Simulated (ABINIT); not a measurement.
# InP (F-43m): a self-consistent loop beyond G0W0, cycle by cycle

Wanted: G0W0 and self-consistent gaps of InP (F-43m), with the cost of the cycles.

Method: PBE and many-body steps on it, plane waves, in ABINIT 10.8.3.

The database entry behind the starting cell differs from later determinations by our own check (0.1 to 0.3 % short, probably kX units), so it need not match the best structure at ambient conditions.

### 1. Starting point

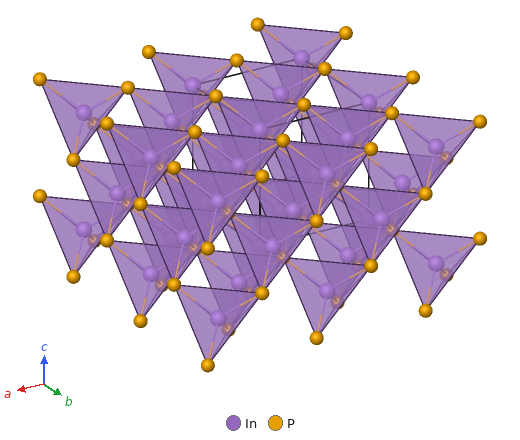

The starting structure, seen from a free direction (indium purple, phosphorus orange). 2×2×1 cells are drawn. This picture shows the conventional cell, with its axes. Some periodic images of atoms are drawn too.

As a file:

```cif
data_structure
_symmetry_space_group_name_H-M 'F-43m'
_symmetry_Int_Tables_number 216
_cell_length_a 5.8610
_cell_length_b 5.8610
_cell_length_c 5.8610
_cell_angle_alpha 90.000
_cell_angle_beta 90.000
_cell_angle_gamma 90.000
_cell_volume 201.33
loop_
_atom_site_label
_atom_site_type_symbol
_atom_site_symmetry_multiplicity
_atom_site_Wyckoff_symbol
_atom_site_fract_x
_atom_site_fract_y
_atom_site_fract_z
_atom_site_occupancy
In1 In 4 a 0.00000 0.00000 0.00000 1
P1 P 4 d 0.25000 0.25000 0.75000 1
```

The cell and positions come from the Crystallography Open Database and are kept as given unless a step says otherwise.

### 2. Empty states on the mesh, 4×4×4 mesh, 37 bands

This step: ABINIT 10.8.3; DFT, PBE, plane waves, norm-conserving pseudopotentials.

The sums over transitions need many empty states on a uniform mesh; this step solves for them.

run.abi reads:

```
acell 3*1.0 Angstrom
rprim 
  -0.000000000000 2.930500000000 2.930500000000
  2.930500000000 -0.000000000000 2.930500000000
  2.930500000000 2.930500000000 -0.000000000000
ntypat 2
znucl 49 15
natom 2
typat 1 2
xred 
  0.000000000000 0.000000000000 0.000000000000
  0.250000000000 0.250000000000 0.250000000000
pp_dirpath "pseudos"
pseudos "In.upf, P.upf"
ecut 33
ngkpt 4 4 4
nshiftk 1
shiftk 0 0 0
kptopt 1
chksymbreak 0
iscf -2
irdden 1
istwfk *1
nband 37
nbdbuf 4
tolwfr 1e-09
nstep 60
prtvol 0
indata_prefix "in"
outdata_prefix "out"
tmpdata_prefix "tmp"
```

Launch:

```sh
$ OMP_NUM_THREADS=1 mpirun -n 4 abinit run.abi > log
```

Numbers of over 12 decimals in the logs are rounded to 6 here.

What it wrote:

```text
.Version 10.8.3 of ABINIT. v10.8.2 released Aug 2026.

 Symmetries : space group F-4 3 m (#216); Bravais cF (face-center cubic)
[... echo of the input left out ...]
== DATASET  1 ==================================================================
-   mpi_nproc: 4, omp_nthreads: 1 (-1 if OMP is not activated)

--- !DatasetInfo
iteration_state: {dtset: 1, }
dimensions: {natom: 2, nkpt: 8, mband: 37, nsppol: 1, nspinor: 1, nspden: 1, mpw: 3119, }
cutoff_energies: {ecut:  33.0, pawecutdg:  -1.0, }
[...]
0.33265    0.49824    0.52838    0.52838    0.59506    0.59506    0.59506    0.69413
   0.97889    0.97889    0.97889    1.06976    1.06976    1.06976    1.08516    1.08516
   1.08516    1.09041    1.09041    1.40367    1.42810
 prteigrs : prtvol=0 or 1, do not print more k-points.

== END DATASET(S) ==============================================================
================================================================================

 -outvars: echo values of variables after computation  --------
            nband          37
             nkpt           8
          spgroup         216
 [... the other variables as echoed above ...]

 Calculation completed.
```

Elapsed: 7.1 s, on 4 MPI ranks of Arm Neoverse V1, shared host; peak memory 0.31 GiB.

Numbers from this step:

* gap: 0.7089 eV
* k of the valence top: 0, 0, 0
* k of the conduction bottom: 0, 0, 0
* least direct gap: 0.7089 eV
* k points computed: 8
* lowest point of the top converged band, above the valence top: 24.54 eV

On this mesh the gap is 0.709 eV.

The density comes from a self-consistent run that is not shown.

### 3. Screening, 4×4×4 mesh, 33 bands, screening to 87.1 eV

The RPA dielectric matrix is built and inverted for each q.

This step: RPA screening on PBE, plane waves, norm-conserving pseudopotentials.

run.abi, as its differences from that of step 2:

```diff
@@ -20,10 +20,11 @@
 chksymbreak 0
-iscf -2
-irdden 1
 istwfk *1
-nband 37
-nbdbuf 4
-tolwfr 1e-09
-nstep 60
-prtvol 0
+occopt 1
+irdwfk 1
+optdriver 3
+nband 33
+ecuteps 3.2
+inclvkb 2
+awtr 1
+symchi 1
 indata_prefix "in"
```

What it wrote:

```text
.Version 10.8.3 of ABINIT. v10.8.2 released Aug 2026.

 Symmetries : space group F-4 3 m (#216); Bravais cF (face-center cubic)
[... echo of the input left out ...]
== DATASET  1 ==================================================================
-   mpi_nproc: 4, omp_nthreads: 1 (-1 if OMP is not activated)

--- !DatasetInfo
iteration_state: {dtset: 1, }
dimensions: {natom: 2, nkpt: 8, mband: 33, nsppol: 1, nspinor: 1, nspden: 1, mpw: 3119, }
cutoff_energies: {ecut:  33.0, pawecutdg:  -1.0, }
electrons: {nelect:   2.60000000E+01, charge:   0.00000000E+00, occopt:   1.00000000E+00, tsmear:   1.00000000E-02, }

 SCREENING: Calculation of the susceptibility and dielectric matrices

 Based on a program developped by R.W. Godby, V. Olevano, G. Onida, and L. Reining.
 Incorporated in ABINIT by V. Olevano, G.-M. Rignanese, and M. Torrent.
.Using double precision arithmetic ; gwpc =  8

[... cell and pseudopotentials left out ...]
--------------------------------------------------------------------------------

 ==== K-mesh for the wavefunctions ====
 Number of points in the irreducible wedge :     8
[... list of points left out ...]
 Together with 24 symmetry operations and time-reversal symmetry
 yields    64 points in the full Brillouin Zone.

 ==== Q-mesh for the screening function ====
 Number of points in the irreducible wedge :     8
[... list of points left out ...]
 Together with 24 symmetry operations and time-reversal symmetry
 yields    64 points in the full Brillouin Zone.

 setmesh: FFT mesh size selected  =    27x   27x   27
          total number of points  =        19683

 vcoul_init : cutoff-mode = AUXILIARY_FUNCTION
 q-points for optical limit:   1
     1)      0.000010    0.000020    0.000030

- screening: taking advantage of time-reversal symmetry
- Maximum band index for partially occupied states nbvw = 13
- Remaining bands to be divided among processors   nbcw = 20
- Number of bands treated by each node ~5

 Number of electrons calculated from density =   26.0000; Expected =   26.0000
 average of density, n =  0.076546
 r_s =    1.4610
 omega_plasma =   26.6880 [eV]

 calculating chi0 at frequencies [eV] :
  1    0.000000E+00    0.000000E+00
  2    0.000000E+00    2.668802E+01

--------------------------------------------------------------------------------
  q-point number  1        q = ( 0.000000, 0.000000, 0.000000) [r.l.u.]
--------------------------------------------------------------------------------
[... chi0 elements left out ...]
 For q-point:  0.000010 0.000020 0.000030
  dielectric constant =  44.1252
  dielectric constant without local fields =  46.8500

  Average fulfillment of the sum rule on Im[epsilon] for q-point    1 :     23.24  [%]
[... wings left out ...]
  q-point number  2        q = ( 0.250000, 0.000000, 0.000000) [r.l.u.]
--------------------------------------------------------------------------------
[... chi0 elements left out ...]
  Average fulfillment of the sum rule on Im[epsilon] for q-point    2 :     36.40  [%]

 [... 6 further q-points ...]
```

The job ended after 6.6 s (4 MPI ranks; peak memory 0.55 GiB).

This step gave:

* ε∞ with local fields, on this mesh, along the program's q direction: 44.13
* the same without local fields: 46.85
* plasma frequency: 26.69 eV
* plane waves in the screening matrix: 89

Local fields lower ε∞ by 6 %. On a Γ-centred mesh this coarse the value itself is usually too large, while a short band sum pulls it down.

### 4. G0W0

The self-energy is evaluated for the states that the input lists, and the levels follow from it, in one-shot runs by the linearised quasiparticle equation.

This step: G0W0 on PBE, plane waves, norm-conserving pseudopotentials.

run.abi, as its differences from that of step 3:

```diff
@@ -23,8 +23,15 @@
 irdwfk 1
-optdriver 3
+optdriver 4
 nband 33
+gwcalctyp 0
+ecutsigx 33
+symsigma 1
+nkptgw 1
+kptgw 
+  0.0000000000 0.0000000000 0.0000000000
+bdgw 
+  11 17
 ecuteps 3.2
-inclvkb 2
-awtr 1
-symchi 1
+irdscr 1
+ppmodel 1
 indata_prefix "in"
```

What it wrote:

```text
.Version 10.8.3 of ABINIT. v10.8.2 released Aug 2026.

 Symmetries : space group F-4 3 m (#216); Bravais cF (face-center cubic)
[... echo of the input left out ...]
== DATASET  1 ==================================================================
-   mpi_nproc: 4, omp_nthreads: 1 (-1 if OMP is not activated)

--- !DatasetInfo
iteration_state: {dtset: 1, }
dimensions: {natom: 2, nkpt: 8, mband: 33, nsppol: 1, nspinor: 1, nspden: 1, mpw: 3119, }
cutoff_energies: {ecut:  33.0, pawecutdg:  -1.0, }
electrons: {nelect:   2.60000000E+01, charge:   0.00000000E+00, occopt:   1.00000000E+00, tsmear:   1.00000000E-02, }

 SIGMA: Calculation of the GW corrections

 Based on a program developped by R.W. Godby, V. Olevano, G. Onida, and L. Reining.
 Incorporated in ABINIT by V. Olevano, G.-M. Rignanese, and M. Torrent.
.Using double precision arithmetic ; gwpc =  8

[... cell and pseudopotentials left out ...]
--------------------------------------------------------------------------------

 ==== K-mesh for the wavefunctions ====
 Number of points in the irreducible wedge :     8
[... list of points left out ...]
 Together with 24 symmetry operations and time-reversal symmetry
 yields    64 points in the full Brillouin Zone.

 ==== Q-mesh for screening function ====
 Number of points in the irreducible wedge :     8
[... list of points left out ...]
 Together with 24 symmetry operations and time-reversal symmetry
 yields    64 points in the full Brillouin Zone.

 vcoul_init : cutoff-mode = AUXILIARY_FUNCTION
 q-points for optical limit:   1
     1)      0.000010    0.000020    0.000030
 setmesh: FFT mesh size selected  =    45x   45x   45
          total number of points  =        91125

 Number of electrons calculated from density =   26.0000; Expected =   26.0000
 average of density, n =  0.076546
 r_s =    1.4610
 omega_plasma =   26.6880 [eV]

 === KS Band Gaps ===
  >>>> For spin  1
   Minimum direct gap =   0.7091 [eV], located at k-point      :   0.0000  0.0000  0.0000
   Fundamental gap    =   0.7091 [eV], Top of valence bands at :   0.0000  0.0000  0.0000
                                       Bottom of conduction at :   0.0000  0.0000  0.0000
 SIGMA fundamental parameters:
 PLASMON POLE MODEL  1
 number of plane-waves for SigmaX                 3119
 number of plane-waves for SigmaC and W             89
 number of plane-waves for wavefunctions          3119
 number of bands                                    33
 number of independent spin polarizations            1
 number of spinorial components                      1
 number of k-points in IBZ                           8
 number of q-points in IBZ                           8
 number of symmetry operations                      24
 number of k-points in BZ                           64
 number of q-points in BZ                           64
 number of frequencies for dSigma/dE                 9
 frequency step for dSigma/dE [eV]                0.25
 number of omega for Sigma on real axis              0
 max omega for Sigma on real axis  [eV]           0.00
 zcut for avoiding poles [eV]                     0.10

 EPSILON^-1 parameters (SCR file):
 dimension of the eps^-1 matrix on file             89
 dimension of the eps^-1 matrix used                89
 number of plane-waves for wavefunctions          3119
 number of bands                                    33
 number of q-points in IBZ                           8
 number of frequencies                               2
 number of real frequencies                          1
 number of imag frequencies                          1

 matrix elements of self-energy operator (all in [eV])

 Perturbative Calculation

--- !SelfEnergy_ee
iteration_state: {dtset: 1, }
kpoint     : [   0.000,    0.000,    0.000, ]
spin       : 1
KS_gap     :    0.709
QP_gap     :    1.418
Delta_QP_KS:    0.708
data: !SigmaeeData |
     Band     E0 <VxcDFT>   SigX SigC(E0)      Z dSigC/dE  Sig(E)    E-E0       E
       11   4.964 -12.923 -14.819   2.016   0.777  -0.286 -12.830   0.093   5.058
       12   4.964 -12.923 -14.819   2.016   0.777  -0.286 -12.830   0.093   5.058
       13   4.964 -12.923 -14.819   2.016   0.777  -0.286 -12.830   0.093   5.058
       14   5.673 -11.725  -7.716  -2.998   0.794  -0.260 -10.923   0.802   6.475
       15   9.052 -10.790  -6.317  -3.401   0.801  -0.248  -9.931   0.859   9.911
       16   9.052 -10.790  -6.317  -3.401   0.801  -0.248  -9.931   0.859   9.911
       17   9.052 -10.790  -6.317  -3.401   0.801  -0.248  -9.931   0.859   9.911

== END DATASET(S) ==============================================================
================================================================================

 -outvars: echo values of variables after computation  --------
           etotal      0.0000000000E+00
            nband          33
             nkpt           8
          spgroup         216
 [... the other variables as echoed above ...]

 Calculation completed.
```

The job ended after 3.2 s (4 MPI ranks; peak memory 0.54 GiB; 13 s of CPU time).

This step gave:

| Quantity | Value |
| --- | --- |
| G0W0 gap on the points computed | 1.417 eV |
| starting gap on the mesh | 0.7089 eV |
| k of the valence top | 0, 0, 0 |
| k of the conduction bottom | 0, 0, 0 |
| Z at the valence top | 0.777 |
| Z at the conduction bottom | 0.794 |
| least direct G0W0 gap on the computed points | 1.417 eV |

The gap on the mesh goes from 0.71 eV to 1.42 eV, a correction of +0.71 eV.

### 5. QSGW, cycle 1

This step: QSGW on PBE, plane waves, norm-conserving pseudopotentials.

run.abi, as its differences from that of step 4:

```diff
@@ -25,10 +25,24 @@
 nband 33
-gwcalctyp 0
+gwcalctyp 28
 ecutsigx 33
-symsigma 1
-nkptgw 1
+symsigma 0
+nkptgw 8
 kptgw 
   0.0000000000 0.0000000000 0.0000000000
+  0.2500000000 0.0000000000 0.0000000000
+  0.5000000000 0.0000000000 0.0000000000
+  0.2500000000 0.2500000000 0.0000000000
+  0.5000000000 0.2500000000 0.0000000000
+  -0.2500000000 0.2500000000 0.0000000000
+  0.5000000000 0.5000000000 0.0000000000
+  -0.2500000000 0.5000000000 0.2500000000
 bdgw 
-  11 17
+  11 23
+  11 23
+  11 23
+  11 23
+  11 23
+  11 23
+  11 23
+  11 23
 ecuteps 3.2
@@ -36,2 +50,3 @@
 ppmodel 1
+rhoqpmix 0.3
 indata_prefix "in"
```

What it wrote:

```text
.Version 10.8.3 of ABINIT. v10.8.2 released Aug 2026.

 Symmetries : space group F-4 3 m (#216); Bravais cF (face-center cubic)
[... echo of the input left out ...]
== DATASET  1 ==================================================================
-   mpi_nproc: 4, omp_nthreads: 1 (-1 if OMP is not activated)

--- !DatasetInfo
iteration_state: {dtset: 1, }
dimensions: {natom: 2, nkpt: 8, mband: 33, nsppol: 1, nspinor: 1, nspden: 1, mpw: 3119, }
cutoff_energies: {ecut:  33.0, pawecutdg:  -1.0, }
electrons: {nelect:   2.60000000E+01, charge:   0.00000000E+00, occopt:   1.00000000E+00, tsmear:   1.00000000E-02, }

 SIGMA: Calculation of the GW corrections

 Based on a program developped by R.W. Godby, V. Olevano, G. Onida, and L. Reining.
 Incorporated in ABINIT by V. Olevano, G.-M. Rignanese, and M. Torrent.
.Using double precision arithmetic ; gwpc =  8

[... cell and pseudopotentials left out ...]
--------------------------------------------------------------------------------

 ==== K-mesh for the wavefunctions ====
 Number of points in the irreducible wedge :     8
[... list of points left out ...]
 Together with 24 symmetry operations and time-reversal symmetry
 yields    64 points in the full Brillouin Zone.

 ==== Q-mesh for screening function ====
 Number of points in the irreducible wedge :     8
[... list of points left out ...]
 Together with 24 symmetry operations and time-reversal symmetry
 yields    64 points in the full Brillouin Zone.

 vcoul_init : cutoff-mode = AUXILIARY_FUNCTION
 q-points for optical limit:   1
     1)      0.000010    0.000020    0.000030
 setmesh: FFT mesh size selected  =    45x   45x   45
          total number of points  =        91125

 Number of electrons calculated from density =   26.0000; Expected =   26.0000
[...]
spin       : 1
KS_gap     :    4.080
QP_gap     :    4.638
Delta_QP_KS:    0.558
data: !SigmaeeData |
     Band     E_DFT   <VxcDFT>   E(N-1)  <Hhartree>   SigX  SigC[E(N-1)]    Z     dSigC/dE  Sig[E(N)]  DeltaE  E(N)_pert E(N)_diago
[...]
--- !SelfEnergy_ee
iteration_state: {dtset: 1, }
kpoint     : [  -0.250,    0.500,    0.250, ]
spin       : 1
KS_gap     :    7.204
QP_gap     :    8.021
Delta_QP_KS:    0.817
data: !SigmaeeData |
     Band     E_DFT   <VxcDFT>   E(N-1)  <Hhartree>   SigX  SigC[E(N-1)]    Z     dSigC/dE  Sig[E(N)]  DeltaE  E(N)_pert E(N)_diago
[...]
22    19.460    -8.946    19.460    28.406    -2.772    -5.191     1.000     0.000    -7.963     0.982    20.443    20.457
       23    21.695   -11.098    21.695    32.792    -3.946    -6.145     1.000     0.000   -10.091     1.007    22.701    22.721

 New Fermi energy :        2.149955E-01 Ha ,    5.850326E+00 eV

 === QP Band Gaps ===
  >>>> For spin  1
   Minimum direct gap =   1.5327 [eV], located at k-point      :   0.0000  0.0000  0.0000
   Fundamental gap    =   1.5327 [eV], Top of valence bands at :   0.0000  0.0000  0.0000
                                       Bottom of conduction at :   0.0000  0.0000  0.0000

 writing QP data on file : out_QPS

 Convergence of QP corrections
 >>>>> For spin  1 <<<<<
.  kptgw no:  1; Maximum DeltaE = (   0.000   0.000) for band index:  9
.  kptgw no:  2; Maximum DeltaE = (   0.701  -0.013) for band index:  5
.  kptgw no:  3; Maximum DeltaE = (   0.939  -0.105) for band index:  9
[...]
.  kptgw no:  7; Maximum DeltaE = (   0.569  -0.043) for band index:  9
.  kptgw no:  8; Maximum DeltaE = (  -0.123  -0.020) for band index: 11

== END DATASET(S) ==============================================================
================================================================================

 -outvars: echo values of variables after computation  --------
           etotal      0.0000000000E+00
            nband          33
             nkpt           8
          spgroup         216
 [... the other variables as echoed above ...]

 Calculation completed.
```

Run time: 61 s. Hardware: 4 MPI ranks; peak memory 1.3 GiB; 4.1 min of CPU time.

This step gave:

```yaml
quasiparticle_gap_on_the_mesh: 1.533 eV
gap_of_the_density_functional_on_the_mesh: 0.7089 eV
k_of_the_valence_top: 0, 0, 0
k_of_the_conduction_bottom: 0, 0, 0
z_at_the_valence_top: 1
z_at_the_conduction_bottom: 1
least_direct_quasiparticle_gap_on_the_computed_points: 1.533 eV
```

Against G0W0 in ABINIT (4×4×4 mesh, 33 bands, screening to 87.1 eV, Godby-Needs plasmon pole), the gap moves by +0.116 eV.

(Continued in part 2 of 3.)

[Paths, hosts, dates, memory and timing lines, banners, echoed tables and standing remarks are left out of the program output.]

[Logs are printed without paths, hosts, clocks, repeated set-up lines and the standing remarks that a program may print on its own settings, such as how far it seeks lower states.]

[Runs of the session that timed out or met a known fault of the program may be left out.]

[Hosts, paths, dates, database ids (printed as entryN), source tags and the programs' standing remarks are cut or masked in the printed files.]

[G0W0 gaps are taken among the corrected bands and points alone; a level outside them can change the order at an edge.]

[Where Ansatz stands beside ABINIT at settings called matched, ABINIT's density can come from a denser mesh and the files from another edition; pairs whose starting gaps differed by over 0.03 eV were left out, so agreement reads better than it is.]
